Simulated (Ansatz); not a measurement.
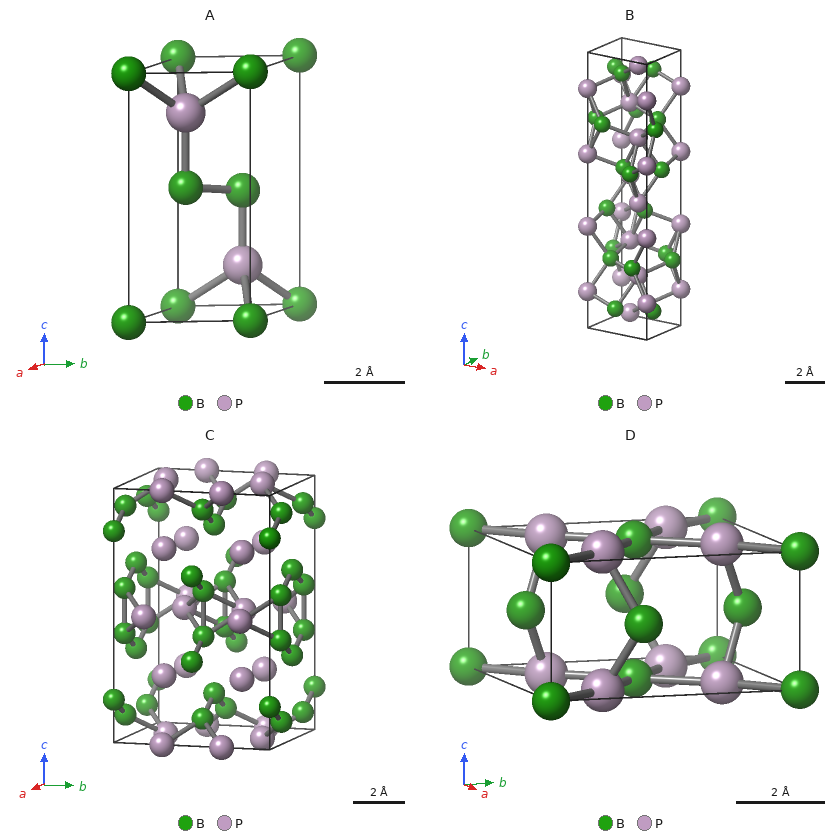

Four structures of B3P2, each relaxed to rest (conventional cells in solid outline, small ones repeated, each panel with its own scale). Method: DFT PBE, scalar-relativistic, plane waves, PAW in Ansatz 0.2.0, without spin polarisation.

> Name the structure in each panel.

A: 5 atoms a cell on a primitive hexagonal lattice, P-3m1; B: 30 atoms a cell on a rhombohedral (trigonal R) lattice, R-3c; C: 40 atoms a cell on a face-centred orthorhombic lattice, Fmmm; D: 10 atoms a cell on a primitive tetragonal lattice, P4/mbm.

> Which of these is lowest in energy, and how far above it do the others lie?

A, then D (+239 meV/atom), B (+357 meV/atom) and C (+530 meV/atom), energies at zero smearing.

> Collect the results in a table.

| panel | structure | E − E(lowest) (meV/atom) | volume (Å³/atom) | gap (eV) |
| --- | --- | --- | --- | --- |
| A | P-3m1 | 0 | 10.4 | metal |
| D | P4/mbm | 239 | 11.5 | metal |
| B | R-3c | 357 | 10.3 | metal |
| C | Fmmm | 530 | 9.8 | metal |

Some of these may be structure types tried for this composition rather than known phases, and the most stable form need not be among them. Gaps are taken on the k-mesh or band path of each run.
